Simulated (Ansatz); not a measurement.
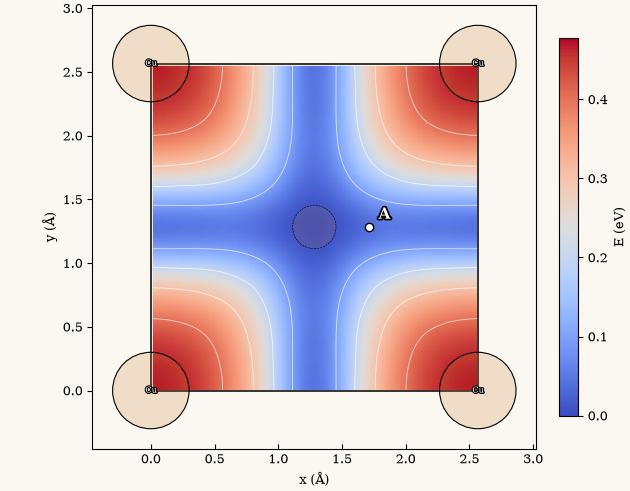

H on a Cu(100) slab cut from the Fm-3m phase, its upper half relaxed before the scan (12 atoms of substrate and one adsorbate in a 2 × 2 cell). 
- H is moved over the surface cell; relaxed at each place: the height of the adsorbate's atoms; substrate rigid; the origin of the map has the adsorbate above Cu9.
- Places are given modulo a cell vector. The map is drawn in real space over the plane of the surface.
- The grid has 6 × 6 points; 10 points were computed and 26 follow by symmetry.
- Places are given in fractions of the 1 × 1 surface cell.
- Energies: eV, counted from the lowest grid point.
- The calculation used DFT PBE, scalar-relativistic, plane waves, PAW in Ansatz. Settings: cutoff 420 eV, k-mesh 5×5×1, gaussian smearing 0.1 eV, no spin polarisation.

The picture shows a smooth colour map with a few white contour lines, labelled circles for the atoms of the top layer and small ones for the second layer, the outline of one cell of the plane, the point A. Between grid points the surface is interpolated.

Which way does the force act at A, and how strong is it?

A, at (4/6, 3/6) of the cell vectors, is not a stationary point. The computed force is 0.1 eV/Å in the plane, pointing left in the picture (components −0.10 and 0.00 eV/Å).

PAW datasets: the set soft_1.
